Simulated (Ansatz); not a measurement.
```
Sb
1.0
     3.25637    0.00000    0.00000
    -1.62818    2.82010    0.00000
     0.00000    0.00000    5.30963
Sb
2
Direct
  0.66667 0.33333 0.75000
  0.33333 0.66667 0.25000
```

Space group P6₃/mmc; a structure from a database of computed crystals, not necessarily the ambient phase; computed pressure about 5 GPa in this cell.

Theory: Kohn-Sham DFT of a periodic cell, PBEsol, Ansatz PAW in Ansatz.

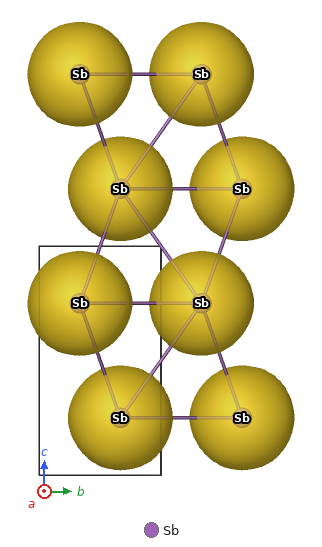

Sb. Isosurface of the valence charge density (pseudo) at 0.3 e/Å³ (yellow), seen along the a axis. Sticks mark near contacts.

Core electrons are frozen (PAW), and the valence fields are smoothed inside the atomic spheres.

**Which contacts does the surface bridge?**

At this value the density breaks into separate islands; it holds about 80 % of the electrons treated as valence (semicore included). It bridges none of the near contacts. It is pinched off along the sampled Sb–Sb (3.25 Å) contacts. On the grid the lowest density along these lines, outside the cores, is 0.19 e/Å³ (Sb–Sb, 3.25 Å).
